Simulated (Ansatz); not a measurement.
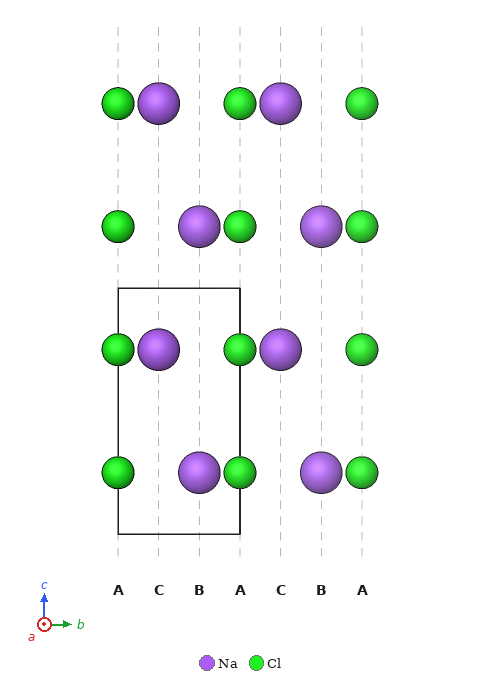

Projection along an edge of the hexagonal mesh, stacking direction c upwards. The dashed lines mark the three columns A (0, 0), B (1/3, 2/3) and C (2/3, 1/3). The sequence starts with the first layer at or above the cell's origin.

NaCl (space group P6_3/mmc, No. 194). Coordinates: coordinates from a relaxation with DFT PBE+D3(BJ), scalar-relativistic, plane waves, PAW (Ansatz 0.2.0); the starting structure was generated, so it need not be a known form of this composition.

Give the sequence of layers in one repeat, with element and column.

Answer. Cl(A)+Na(B) – Cl(A)+Na(C) (two layers in 7.84 Å).

How are the Cl layers alone stacked?

Answer. Cl layers alone: AA, a sequence in which some neighbouring layers lie directly above each other.

Which positions between or in the Cl layers do the other atoms fill?

Answer. Na: two in-plane triangular sites, counted in one hexagonal cell. Two of the two gaps between Cl layers are empty, 3.92 Å wide.

Heights of the layers:

```
layer  atoms (column)  height (Å)  to next (Å)
    1     Cl(A)+Na(B)        1.96         3.92
    2     Cl(A)+Na(C)        5.88         3.92
```
